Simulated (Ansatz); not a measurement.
# Geometry relaxation, with input and output: Si (part 2 of 2)

Continued. System: Si (slab, 4 atoms in the cell). Method: DFT, PBEsol, PAW with Ansatz's default frozen-core files, scalar-relativistic, no spin polarisation (Ansatz 0.2.0); cutoff 420 eV, 7×5×1 k-mesh, Fermi–Dirac smearing of 0.02 eV. It belongs to a series of runs on one base structure; here: atoms relaxed, PAW files.

Geometry of the input (Å; fractional positions):
```
3.8424  0.0000  0.0000
0.0000  5.4340  0.0000
0.0000  0.0000  17.9212
Si 0.0000  0.3750  0.4464
Si 0.5000  0.1250  0.4464
Si 0.5000  0.8750  0.5536
Si 0.0000  0.6250  0.5536
```

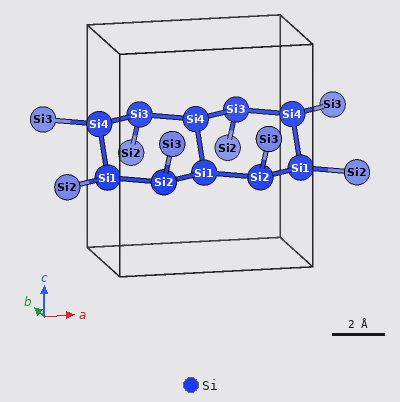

*The geometry at step 2 of the log (ball-and-stick view of the 2 × 1 repeat of the cell, with the vacuum cut short, seen slightly off an axis; neighbours outside the cell are drawn fainter; atoms are numbered from 1 in the order of the input).*

Log, continued:
```
SCF iter   1: F=—  HF=-2482.128564 eV  |F-HF|=—  |Δ(HF+E_count)|=         —  Δρ=4.09e-4  dr2=6.06e-4  ethr=7.79e-5  p=-0.000 e·Å  D=-1.65e-7 V/Å  ΔV_dip=0.00 eV  dr2_dipole=2.19e-12  V_vac-E_F(+/−)=4.56/4.56 eV  ⟨swp⟩=3.0  Hψ=526  notcnv=0
efield: sawtooth ramp at fractional position 0.9500 (handed on by an earlier solve), width 0.1000; the density the first Hamiltonian is built on has a dipole p = -0.000 e·Å; the dipole correction subtracts the counter field D = -1.65e-7 V/Å, which shifts the + side's vacuum level by +0.00 eV against the − side's; the planar-averaged density in the ramp window peaks in size at 2.3e-7 e/Å³
preconditioner: auto → LDOS  [insulator: Δε(μ)=0.136 eV  Ē_g=6.747 eV  σ=0.020 eV  W_gap=0.57  n_scr=22 (ndim 8)  ℏωp=7.7 eV  f_vac=0.643  D(μ)=3.53/eV (n_scr^D=12)  ε∞_Penn≈2.3  β→1.0]
SCF iter   2: F=—  HF=-2482.128414 eV  |F-HF|=—  |Δ(HF+E_count)|=   1.50e-4  Δρ=1.42e-4  dr2=1.47e-4  ethr=3.79e-6  p=-0.000 e·Å  D=-7.43e-7 V/Å  ΔV_dip=0.00 eV  dr2_dipole=3.10e-12  V_vac-E_F(+/−)=4.56/4.56 eV  ⟨swp⟩=2.5  Hψ=333  notcnv=0
SCF iter   3: F=—  HF=-2482.128372 eV  |F-HF|=—  |Δ(HF+E_count)|=   4.21e-5  Δρ=3.32e-5  dr2=7.24e-6  ethr=9.17e-7  p=-0.000 e·Å  D=-3.62e-7 V/Å  ΔV_dip=0.00 eV  dr2_dipole=8.19e-13  V_vac-E_F(+/−)=4.56/4.56 eV  ⟨swp⟩=2.1  Hψ=218  notcnv=0
SCF iter   4: F=—  HF=-2482.128381 eV  |F-HF|=—  |Δ(HF+E_count)|=   8.68e-6  Δρ=8.79e-6  dr2=4.54e-7  ethr=4.53e-8  p=-0.000 e·Å  D=-1.96e-7 V/Å  ΔV_dip=0.00 eV  dr2_dipole=8.69e-13  V_vac-E_F(+/−)=4.56/4.56 eV  ⟨swp⟩=2.2  Hψ=238  notcnv=0
SCF iter   5: F=-2482.128381 eV  HF=-2482.128381 eV  |F-HF|=1.67e-7  |Δ(HF+E_count)|=   5.62e-7  Δρ=3.22e-6  dr2=7.38e-8  ethr=2.06e-9  p=0.000 e·Å  D=4.32e-8 V/Å  ΔV_dip=-0.00 eV  dr2_dipole=2.52e-13  V_vac-E_F(+/−)=4.56/4.56 eV  ⟨swp⟩=7.3  Hψ=822  notcnv=0
SCF 4 converged in 5 iterations: F = -2482.128381 eV  dr2 = 7.38e-8
  greatest PAW one-centre occupation: 0.672 electrons in one spin orbital (limit 2), on the Si atom at site 1 (counted from 0), in its partial waves of l = 0
relax step   4: F+E_penalty+E_count = -2482.12838146 eV  Δ(F+E_penalty+E_count) = +8.379e-5 eV  max|allowed force component| = 6.555e-2 eV/Å  Δτ_max = 0.0134 Å  (5 SCF iters, dr2 threshold 3.30e-7 eV, rejected (line search))
SCF iter   1: F=—  HF=-2482.128633 eV  |F-HF|=—  |Δ(HF+E_count)|=         —  Δρ=4.06e-4  dr2=5.79e-4  ethr=3.79e-5  p=0.000 e·Å  D=4.32e-8 V/Å  ΔV_dip=-0.00 eV  dr2_dipole=7.35e-13  V_vac-E_F(+/−)=4.60/4.60 eV  ⟨swp⟩=3.7  Hψ=546  notcnv=0
efield: sawtooth ramp at fractional position 0.9500 (handed on by an earlier solve), width 0.1000; the density the first Hamiltonian is built on has a dipole p = 0.000 e·Å; the dipole correction subtracts the counter field D = 4.32e-8 V/Å, which shifts the + side's vacuum level by -0.00 eV against the − side's; the planar-averaged density in the ramp window peaks in size at 1.5e-7 e/Å³
preconditioner: auto → LDOS  [metal: Δε(μ)=0.093 eV  Ē_g=6.712 eV  σ=0.020 eV  W_gap=0.49  n_scr=22 (ndim 8)  ℏωp=7.7 eV  f_vac=0.642  D(μ)=3.00/eV (n_scr^D=8)  β→1.0]
SCF iter   2: F=—  HF=-2482.128504 eV  |F-HF|=—  |Δ(HF+E_count)|=   1.28e-4  Δρ=1.45e-4  dr2=1.78e-4  ethr=3.62e-6  p=-0.000 e·Å  D=-1.34e-7 V/Å  ΔV_dip=0.00 eV  dr2_dipole=3.60e-14  V_vac-E_F(+/−)=4.60/4.60 eV  ⟨swp⟩=2.3  Hψ=327  notcnv=0
SCF iter   3: F=—  HF=-2482.128458 eV  |F-HF|=—  |Δ(HF+E_count)|=   4.61e-5  Δρ=3.55e-5  dr2=7.87e-6  ethr=1.11e-6  p=-0.000 e·Å  D=-1.04e-7 V/Å  ΔV_dip=0.00 eV  dr2_dipole=9.48e-16  V_vac-E_F(+/−)=4.59/4.59 eV  ⟨swp⟩=2.0  Hψ=216  notcnv=0
SCF iter   4: F=—  HF=-2482.128465 eV  |F-HF|=—  |Δ(HF+E_count)|=   6.43e-6  Δρ=8.63e-6  dr2=4.14e-7  ethr=4.92e-8  p=-0.000 e·Å  D=-1.23e-7 V/Å  ΔV_dip=0.00 eV  dr2_dipole=2.41e-14  V_vac-E_F(+/−)=4.59/4.59 eV  ⟨swp⟩=2.2  Hψ=241  notcnv=0
SCF iter   5: F=-2482.128465 eV  HF=-2482.128465 eV  |F-HF|=1.87e-7  |Δ(HF+E_count)|=   6.65e-7  Δρ=2.83e-6  dr2=4.85e-8  ethr=6.25e-10  p=-0.000 e·Å  D=-1.34e-7 V/Å  ΔV_dip=0.00 eV  dr2_dipole=9.50e-18  V_vac-E_F(+/−)=4.59/4.59 eV  ⟨swp⟩=6.9  Hψ=787  notcnv=0
SCF 5 converged in 5 iterations: F = -2482.128465 eV  dr2 = 4.85e-8
relax step   5: F+E_penalty+E_count = -2482.12846544 eV  Δ(F+E_penalty+E_count) = -1.886e-7 eV  max|allowed force component| = 6.782e-2 eV/Å  Δτ_max = 0.0000 Å  (5 SCF iters, accepted)
SCF iter   1: F=—  HF=-2482.128567 eV  |F-HF|=—  |Δ(HF+E_count)|=         —  Δρ=4.08e-4  dr2=5.92e-4  ethr=3.61e-5  p=-0.000 e·Å  D=-1.34e-7 V/Å  ΔV_dip=0.00 eV  dr2_dipole=1.27e-12  V_vac-E_F(+/−)=4.56/4.56 eV  ⟨swp⟩=4.4  Hψ=581  notcnv=0
efield: sawtooth ramp at fractional position 0.9500 (handed on by an earlier solve), width 0.1000; the density the first Hamiltonian is built on has a dipole p = -0.000 e·Å; the dipole correction subtracts the counter field D = -1.34e-7 V/Å, which shifts the + side's vacuum level by +0.00 eV against the − side's; the planar-averaged density in the ramp window peaks in size at 1.9e-7 e/Å³
preconditioner: auto → LDOS  [insulator: Δε(μ)=0.136 eV  Ē_g=6.747 eV  σ=0.020 eV  W_gap=0.57  n_scr=22 (ndim 8)  ℏωp=7.7 eV  f_vac=0.644  D(μ)=3.52/eV (n_scr^D=12)  ε∞_Penn≈2.3  β→1.0]
SCF iter   2: F=—  HF=-2482.128418 eV  |F-HF|=—  |Δ(HF+E_count)|=   1.49e-4  Δρ=1.41e-4  dr2=1.48e-4  ethr=3.70e-6  p=0.000 e·Å  D=8.16e-8 V/Å  ΔV_dip=-0.00 eV  dr2_dipole=3.49e-13  V_vac-E_F(+/−)=4.56/4.56 eV  ⟨swp⟩=2.8  Hψ=350  notcnv=0
SCF iter   3: F=—  HF=-2482.128375 eV  |F-HF|=—  |Δ(HF+E_count)|=   4.33e-5  Δρ=3.31e-5  dr2=6.72e-6  ethr=9.24e-7  p=0.000 e·Å  D=1.36e-7 V/Å  ΔV_dip=-0.00 eV  dr2_dipole=3.57e-14  V_vac-E_F(+/−)=4.56/4.56 eV  ⟨swp⟩=2.1  Hψ=222  notcnv=0
SCF iter   4: F=—  HF=-2482.128383 eV  |F-HF|=—  |Δ(HF+E_count)|=   8.16e-6  Δρ=8.35e-6  dr2=3.93e-7  ethr=4.20e-8  p=0.000 e·Å  D=1.83e-7 V/Å  ΔV_dip=-0.00 eV  dr2_dipole=4.93e-14  V_vac-E_F(+/−)=4.56/4.56 eV  ⟨swp⟩=2.2  Hψ=238  notcnv=0
SCF iter   5: F=-2482.128384 eV  HF=-2482.128383 eV  |F-HF|=1.65e-7  |Δ(HF+E_count)|=   4.95e-7  Δρ=2.88e-6  dr2=5.22e-8  ethr=2.06e-9  p=0.000 e·Å  D=2.44e-7 V/Å  ΔV_dip=-0.00 eV  dr2_dipole=2.15e-15  V_vac-E_F(+/−)=4.56/4.56 eV  ⟨swp⟩=7.0  Hψ=770  notcnv=0
SCF 6 converged in 5 iterations: F = -2482.128384 eV  dr2 = 5.22e-8
relax step   6: F+E_penalty+E_count = -2482.12838363 eV  Δ(F+E_penalty+E_count) = +8.181e-5 eV  max|allowed force component| = 6.551e-2 eV/Å  Δτ_max = 0.0134 Å  (5 SCF iters, dr2 threshold 3.30e-7 eV, rejected (line search))
SCF iter   1: F=—  HF=-2482.129153 eV  |F-HF|=—  |Δ(HF+E_count)|=         —  Δρ=2.10e-4  dr2=1.66e-4  ethr=9.25e-6  p=0.000 e·Å  D=2.44e-7 V/Å  ΔV_dip=-0.00 eV  dr2_dipole=2.00e-14  V_vac-E_F(+/−)=4.58/4.58 eV  ⟨swp⟩=3.6  Hψ=554  notcnv=0
efield: sawtooth ramp at fractional position 0.9500 (handed on by an earlier solve), width 0.1000; the density the first Hamiltonian is built on has a dipole p = 0.000 e·Å; the dipole correction subtracts the counter field D = 2.44e-7 V/Å, which shifts the + side's vacuum level by -0.00 eV against the − side's; the planar-averaged density in the ramp window peaks in size at 1.5e-7 e/Å³
preconditioner: auto → LDOS  [insulator: Δε(μ)=0.110 eV  Ē_g=6.731 eV  σ=0.020 eV  W_gap=0.51  n_scr=22 (ndim 8)  ℏωp=7.7 eV  f_vac=0.643  D(μ)=3.10/eV (n_scr^D=12)  ε∞_Penn≈2.3  β→1.0]
SCF iter   2: F=—  HF=-2482.129118 eV  |F-HF|=—  |Δ(HF+E_count)|=   3.51e-5  Δρ=8.15e-5  dr2=5.47e-5  ethr=1.04e-6  p=0.000 e·Å  D=1.96e-7 V/Å  ΔV_dip=-0.00 eV  dr2_dipole=2.23e-13  V_vac-E_F(+/−)=4.58/4.58 eV  ⟨swp⟩=2.4  Hψ=334  notcnv=0
SCF iter   3: F=—  HF=-2482.129086 eV  |F-HF|=—  |Δ(HF+E_count)|=   3.16e-5  Δρ=1.74e-5  dr2=1.88e-6  ethr=3.42e-7  p=0.000 e·Å  D=1.62e-7 V/Å  ΔV_dip=-0.00 eV  dr2_dipole=5.26e-14  V_vac-E_F(+/−)=4.58/4.58 eV  ⟨swp⟩=2.1  Hψ=218  notcnv=0
SCF iter   4: F=—  HF=-2482.129090 eV  |F-HF|=—  |Δ(HF+E_count)|=   3.48e-6  Δρ=4.37e-6  dr2=1.07e-7  ethr=1.17e-8  p=0.000 e·Å  D=1.23e-7 V/Å  ΔV_dip=-0.00 eV  dr2_dipole=7.36e-14  V_vac-E_F(+/−)=4.58/4.58 eV  ⟨swp⟩=2.1  Hψ=238  notcnv=0
SCF iter   5: F=-2482.129090 eV  HF=-2482.129090 eV  |F-HF|=6.64e-8  |Δ(HF+E_count)|=   2.33e-7  Δρ=1.47e-6  dr2=1.29e-8  ethr=6.25e-10  p=0.000 e·Å  D=8.43e-8 V/Å  ΔV_dip=-0.00 eV  dr2_dipole=9.64e-15  V_vac-E_F(+/−)=4.58/4.58 eV  ⟨swp⟩=6.4  Hψ=742  notcnv=0
SCF 7 converged in 5 iterations: F = -2482.129090 eV  dr2 = 1.29e-8
relax step   7: F+E_penalty+E_count = -2482.12909028 eV  Δ(F+E_penalty+E_count) = -6.248e-4 eV  max|allowed force component| = 3.305e-3 eV/Å  Δτ_max = 0.0067 Å  (5 SCF iters, accepted)
SCF converged after 5 iterations
Free energy (F): -2482.129090 eV
Harris-Foulkes:  -2482.129090 eV  (|F-HF|=6.64e-8)
Internal energy: -2482.125435 eV  (E = F + TS)
E sigma→0 (E₀):  -2482.127263 eV
Entropy (-TS):   -0.003655 eV (-0.914 meV/atom)
Fermi energy:    -2.295436 eV
Dipole field:    D = -0.000000 V/Å  (p = -0.000000 e·Å, saw-weighted, corrected)
Work function:   Φ+ = 4.5756 eV   Φ− = 4.5756 eV
Levels:          The Fermi level and band energies are counted from a zero that moves with the ramp; work functions are not
--- Per-component energies (eV) ---
  E_band       = -110.010256
  E_kinetic    = 155.353278
  E_local      = -2266.493201  (includes V_loc(G=0)·N_el)
  E_nonlocal   = 105.802506
  E_hartree    = 1043.098056
  E_xc         = -214.940202
  E_vxc        = -182.012764  (∫ρ·V_xc dr)
  E_paw        = -1994.771049  (= ΣΔE_a)
  E_vpaw       = -8.856398  (= ΣTr[D̂ρ^β])
  E_aug_tail   = 0.000026  (compensation charges beyond the density's cutoff)
  E_efield     = 0.000000  (sawtooth field / dipole correction)
  E_vefield    = 0.000000  (∫n·V_field dr)
  E_ewald      = 689.698907
  E_core_change = 0.126243  (= ΣΔE_core)
  E_smearing   = -0.003655  (= −TS)
  E_closure    = -0.000000  (closes the sum)
  Σ components = -2482.129090   (vs F -2482.129090, Δ=0.00e0)
--- Forces (eV/Å), atoms counted from 1 ---
  atom   1  Si     0.00000000     0.00110398    -0.00330535
  atom   2  Si     0.00000000    -0.00110398    -0.00330535
  atom   3  Si     0.00000000     0.00111447     0.00330528
  atom   4  Si     0.00000000    -0.00111447     0.00330528
  max |Σ_I F_I| component: 1.38e-7 eV/Å
--- Stress (GPa, compression-positive) ---
        0.473656       0.000000       0.000000
        0.000000       0.390409       0.000000
        0.000000       0.000000       0.004856
  P = ⅓ Tr σ = 0.2896 GPa (2.896 kbar)
--- Band table (eV; the first three rows and the last of 12) ---
  k-point 0: bands = ["-13.2602", "-10.7548", "-8.6481", "-5.0888", "-4.6540", "-4.5878", "-3.4031", "-2.9546", "-1.1914", "-0.9634", "0.4504", "0.6218"]
  k-point 1: bands = ["-13.1084", "-11.1988", "-8.2465", "-5.6259", "-4.4674", "-4.2506", "-3.1641", "-3.0451", "-1.2269", "-0.8498", "-0.2406", "0.4384"]
  k-point 2: bands = ["-12.6662", "-11.9833", "-7.4737", "-6.5691", "-4.1267", "-3.6390", "-3.2347", "-2.4201", "-1.9502", "-1.4798", "-0.1371", "0.3407"]
  k-point 11: bands = ["-11.2102", "-10.7985", "-9.0660", "-8.6161", "-5.2077", "-4.7787", "-3.8521", "-3.5129", "-1.0378", "-1.0203", "1.2641", "1.4158"]
--- Relaxed structure (7 steps of the walk, 5 accepted, 0 SCFs on fresh bases) ---
  F+E_penalty+E_count = -2482.12909028 eV   max|allowed force component| = 3.305e-3 eV/Å
  atoms:
    - { symbol: Si, position: [0.0, 0.3670773233420148, 0.451530893388685] }
    - { symbol: Si, position: [0.5, 0.1329226766579852, 0.451530893388685] }
    - { symbol: Si, position: [0.5, 0.8670771924631624, 0.548469106611315] }
    - { symbol: Si, position: [0.0, 0.6329228075368377, 0.548469106611315] }
```

Trajectory as extended XYZ (Å, eV, eV/Å), 7 frames, from step=1 to step=7:
```
4
Lattice="3.8424 0.0000 0.0000 0.0000 5.4340 0.0000 0.0000 0.0000 17.9212" Properties=species:S:1:pos:R:3:forces:R:3 step=1 energy=-2482.01865
Si    0.0000    2.0377    8.0000    0.0000  -0.0833   0.5725
Si    1.9212    0.6793    8.0000    0.0000   0.0833   0.5725
Si    1.9212    4.7547    9.9212    0.0000  -0.0833  -0.5726
Si    0.0000    3.3962    9.9212    0.0000   0.0833  -0.5726
4
Lattice="3.8424 0.0000 0.0000 0.0000 5.4340 0.0000 0.0000 0.0000 17.9212" Properties=species:S:1:pos:R:3:forces:R:3 step=2 energy=-2482.10579
Si    0.0000    2.0164    8.0504    0.0000  -0.0340   0.2531
Si    1.9212    0.7006    8.0504    0.0000   0.0340   0.2531
Si    1.9212    4.7334    9.8708    0.0000  -0.0340  -0.2531
Si    0.0000    3.4176    9.8708    0.0000   0.0340  -0.2531
4
Lattice="3.8424 0.0000 0.0000 0.0000 5.4340 0.0000 0.0000 0.0000 17.9212" Properties=species:S:1:pos:R:3:forces:R:3 step=3 energy=-2482.12846
Si    0.0000    2.0002    8.0881    0.0000  -0.0678  -0.0091
Si    1.9212    0.7168    8.0881    0.0000   0.0678  -0.0091
Si    1.9212    4.7172    9.8331    0.0000  -0.0678   0.0091
Si    0.0000    3.4338    9.8331    0.0000   0.0678   0.0091
4
Lattice="3.8424 0.0000 0.0000 0.0000 5.4340 0.0000 0.0000 0.0000 17.9212" Properties=species:S:1:pos:R:3:forces:R:3 step=4 energy=-2482.12838 accepted=F
Si    0.0000    1.9893    8.0959    0.0000   0.0655   0.0078
Si    1.9212    0.7277    8.0959    0.0000  -0.0655   0.0078
Si    1.9212    4.7063    9.8253    0.0000   0.0655  -0.0078
Si    0.0000    3.4447    9.8253    0.0000  -0.0655  -0.0078
4
Lattice="3.8424 0.0000 0.0000 0.0000 5.4340 0.0000 0.0000 0.0000 17.9212" Properties=species:S:1:pos:R:3:forces:R:3 step=5 energy=-2482.12846
Si    0.0000    2.0002    8.0881    0.0000  -0.0678  -0.0091
Si    1.9212    0.7168    8.0881    0.0000   0.0678  -0.0091
Si    1.9212    4.7172    9.8331    0.0000  -0.0678   0.0091
Si    0.0000    3.4338    9.8331    0.0000   0.0678   0.0091
4
Lattice="3.8424 0.0000 0.0000 0.0000 5.4340 0.0000 0.0000 0.0000 17.9212" Properties=species:S:1:pos:R:3:forces:R:3 step=6 energy=-2482.12838 accepted=F
Si    0.0000    1.9893    8.0959    0.0000   0.0655   0.0078
Si    1.9212    0.7277    8.0959    0.0000  -0.0655   0.0078
Si    1.9212    4.7063    9.8253    0.0000   0.0655  -0.0078
Si    0.0000    3.4447    9.8253    0.0000  -0.0655  -0.0078
4
Lattice="3.8424 0.0000 0.0000 0.0000 5.4340 0.0000 0.0000 0.0000 17.9212" Properties=species:S:1:pos:R:3:forces:R:3 step=7 energy=-2482.12909
Si    0.0000    1.9947    8.0920    0.0000   0.0011  -0.0033
Si    1.9212    0.7223    8.0920    0.0000  -0.0011  -0.0033
Si    1.9212    4.7117    9.8292    0.0000   0.0011   0.0033
Si    0.0000    3.4393    9.8292    0.0000  -0.0011   0.0033
```

Summary:

- outcome: converged
- electrons treated: 16
- free energy: −2482.1291 eV
- Fermi energy: −2.295 eV
- final volume: 374.19 Å³
- largest force (length of the vector) at the end: 0.003 eV/Å
- hardware: 1 thread of Arm Neoverse V1, 24 GiB of memory available, shared host
- wall time: 37 s
- peak memory: 0.42 GiB

The program warns: the SCF threshold is looser than advised for the printed stress.
